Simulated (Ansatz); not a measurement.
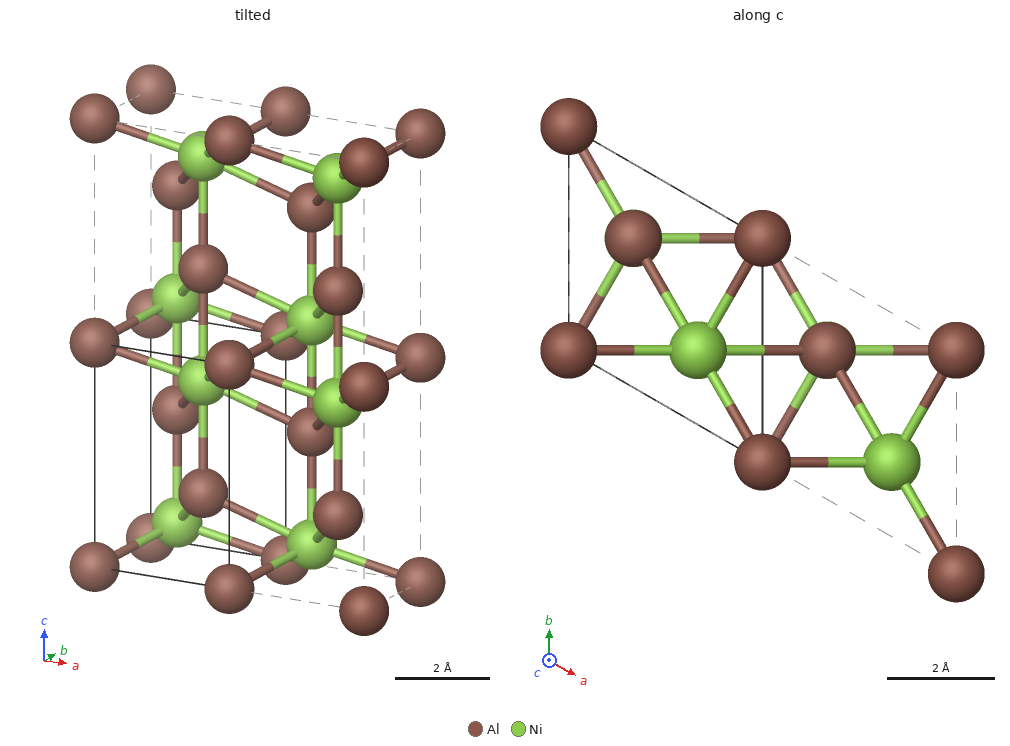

Drawn in the ball-and-stick manner and seen slightly off an axis and along the c axis. The structure is repeated 2×1×2 times; solid lines mark one simulation cell.

The program read this input:
```yaml
crystal:
  lattice:
    - [4.2032966255, 0.0, 0.0]
    - [-2.1016483127, 3.6401616573, 0.0]
    - [0.0, 0.0, 4.8594646107]
  atoms:
    - { symbol: Al, position: [0.0, 0.0, 0.0] }
    - { symbol: Al, position: [0.3333333333, 0.6666666667, 0.6477829059] }
    - { symbol: Al, position: [0.6666666667, 0.3333333333, 0.3522170941] }
    - { symbol: Ni, position: [0.3333333333, 0.6666666667, 0.1455709067] }
    - { symbol: Ni, position: [0.6666666667, 0.3333333333, 0.8544290933] }
basis:
  ecutwfc: 420
kpoints:
  mp_grid: { grid: [12, 12, 10] }
hamiltonian:
  xc: pbesol
scf:
  occupations: { method: gaussian, width: 0.15 }
output:
  forces: true
  stress: true
  eigenvalues: true
```
Run as:
```sh
ansatz run input.yaml --threads 2 --pin off --max-ram 5120MiB --backend cpu --events-out ev --progress --plain --runs-dir out
```

The numbers come from DFT PBEsol, scalar-relativistic, plane waves, PAW in Ansatz 0.2.0, using a basis cut at 420 eV, k-grid 12×12×10, Gaussian smearing of 0.15 eV, no spin polarisation (a spin-restricted run, not always the ground state).

> Metal or not?

A metal: bands cross the Fermi level.

> Under what pressure is the structure?

The computed pressure is -10.8 GPa (stretched: it would shrink). The stress isn't hydrostatic: its largest component is 13.7 GPa.

It derives from a structure listed in the Materials Project. The cell was then strained or its atoms displaced on purpose. It went into a calculation with Ansatz.

At this level of theory the run's own cell isn't at rest (stretched, at -11 GPa), so its distances can differ from those at equilibrium, the more so the softer the solid.
